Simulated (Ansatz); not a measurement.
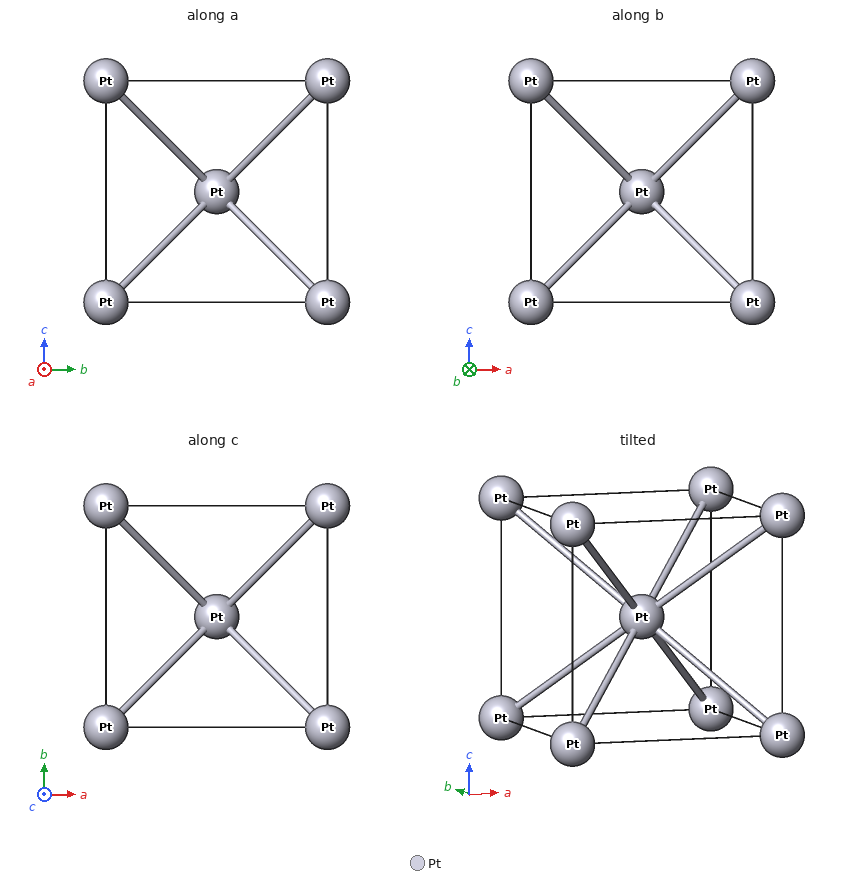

Crystal structure, ball-and-stick style, seen along the a axis, along the b axis, along the c axis and slightly off an axis. The edges of the conventional unit cell are marked.

Lattice parameters: a = 3.128 Å, b = 3.128 Å, c = 3.128 Å, α = 90.00°, β = 90.00°, γ = 90.00°.

### Convert the drawing into a table of Wyckoff sites.

Space group Im-3m (No. 229).
```
atom  site       x       y       z
  Pt    2a  0.0000  0.0000  0.0000
```

Origin of the cell: a structure type filled with this element by a generator (whether the element takes this form wasn't checked). Earlier steps of the study may have refined or changed the cell and positions. It was run through Ansatz as a DFT input.
